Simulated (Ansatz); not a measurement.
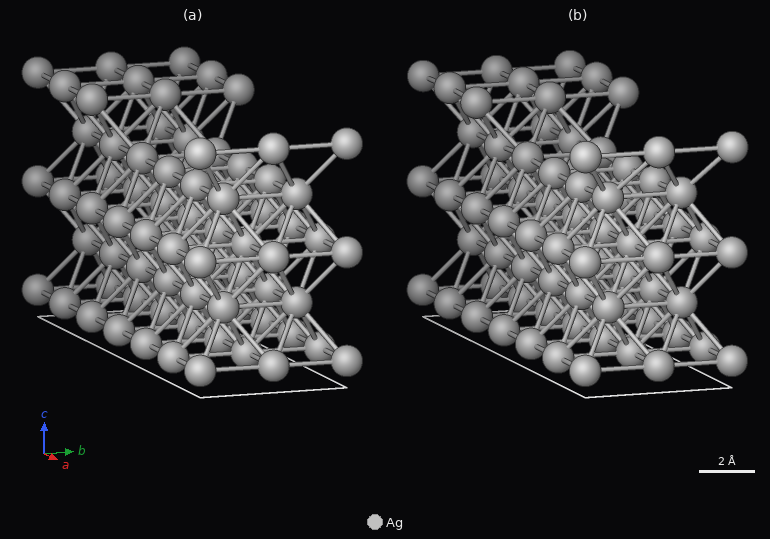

The structure of a slab of composition Ag (cut from the Fm-3m phase) before (left) and after (right) a constrained relaxation, at one scale.

Style: ball-and-stick. Shown: the 1 × 2 repeat of the cell, outlined in the plane, without the vacuum, slightly off an axis.

Case: stripe over 3 of 6 cells, two steps. 12 atoms are held fixed.

All numbers below come from DFT PBEsol, scalar-relativistic, plane waves, PAW in Ansatz. Settings: plane-wave cutoff 420 eV; k-point mesh 2 × 12 × 1; occupations gaussian; smearing width 0.1 eV; no spin polarisation; dipole correction; atoms relaxed in a fixed cell; force threshold 0.02 eV/Å; at most 45 steps.

### Describe what moved and what it gained.

The energy falls by 70.3 meV per cell of the calculation in 2 accepted moves (3 points after the start). The largest force component goes from 0.36 to 0.012 eV/Å. 1 step only repeated the SCF at the same geometry. The largest moves, 0.13 Å, are those of Ag atoms. The cell doesn't change. Near-neighbour distances that change, for instance: Ag–Ag 2.867 → 2.782 Å, Ag–Ag 2.867 → 2.813 Å, Ag–Ag 2.867 → 2.919 Å, Ag–Ag 2.867 → 2.837 Å. The run took 7.4 min on 4 threads of Intel(R) Xeon(R) Platinum 8375C CPU @ 2.90GHz (Ice Lake), on a shared host, peak memory 6.7 GiB.
